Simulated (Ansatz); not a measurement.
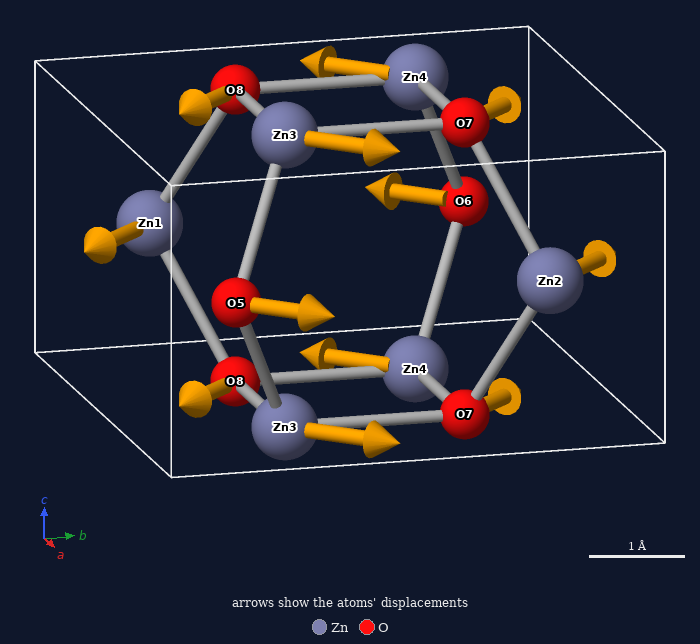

The lowest optical mode of crystalline ZnO, space group P4₂/mnm (No. 136), at the zone centre. The orange arrows give the relative displacements of the atoms. A ball-and-stick model of the cell of the calculation, seen slightly off an axis.

All numbers below come from Ansatz 0.2.0, DFT LDA, scalar-relativistic, plane waves, PAW. Settings: plane-wave cutoff 420 eV; k-point mesh 6 × 6 × 8; occupations fixed; no spin polarisation.

Frequencies are those without the non-analytic (LO–TO) term.

Question: Is the structure stable against all modes at this point?

Answer: Yes: this softest mode has a real frequency, and so have all others here. That speaks for this wave vector alone: the rest of the zone wasn't checked in this run. This is the B₁g mode at 1.42 THz, the lowest optical level, Raman-active by symmetry. Atoms of one kind move against one another, with no net shift of any sublattice; it mainly bends the O–Zn bonds; the kinetic energy is shared as Zn 84 %, O 16 %.
